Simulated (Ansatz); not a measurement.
System: Nb, space group Fd-3m (No. 227) (one of a set of cubic test structures, which need not be the stable phase).

Method: equation of state of a cubic crystal from periodic Kohn-Sham density functional theory without spin, third-order Birch-Murnaghan fit to the free energies; pressure corrected for the finite basis (Ansatz 0.2.0 development build). Level: PBE.

| setting | value |
| --- | --- |
| structure type | diamond |
| atoms in cell | 2 |
| space group number | 227 |
| lattice centring | face-centred primitive |
| k mesh | 16×16×16 |
| occupation method | Fermi–Dirac |
| occupation width | 0.06123 eV |
| wave cutoff | 708 eV |
| datasets | hand-made PAW |
| density tolerance | 1e−09 eV |
| bands | 17 |
| density cutoff ratio | 4 |
| search for lower states | default |

Describe the result: the energy above the lowest point and pressure against volume. The volume takes the values 24.27, 24.79, 25.31, 25.82, 26.34, 26.86, 27.37 Å³/atom.

A third-order Birch–Murnaghan fit gives V0 = 25.77 Å³/atom, B0 = 66.9 GPa and B′ = 4.5. The energy above the lowest point is 20.2 meV/atom at volume 24.27 Å³/atom and 18.6 meV/atom at 27.37 Å³/atom; the lowest computed point is at volume 25.82 Å³/atom (0.0 meV/atom), and no other minimum shows. The pressure falls from 4.574 GPa at volume 24.27 Å³/atom to −3.525 GPa at 27.37 Å³/atom, and changes sign near 25.77 Å³/atom.

```tsv
volume (Å³/atom)	energy above the lowest point (meV/atom)	pressure (GPa)
24.27	20.2	4.574
24.79	8.3	2.836
25.31	1.8	1.267
25.82	0.0	-0.140
26.34	2.5	-1.388
26.86	8.8	-2.512
27.37	18.6	-3.525
```

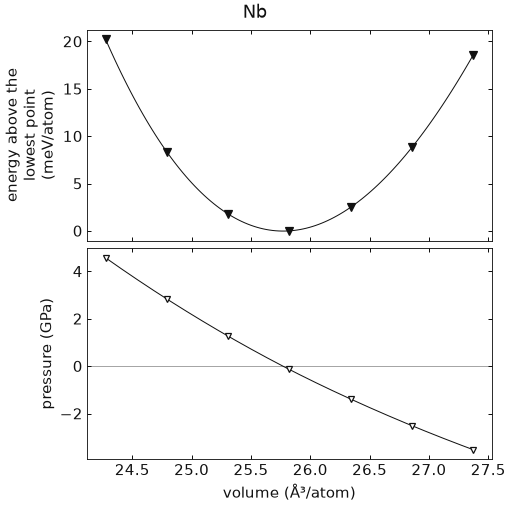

Limits of the calculation: cubic model structure, not the ambient form.
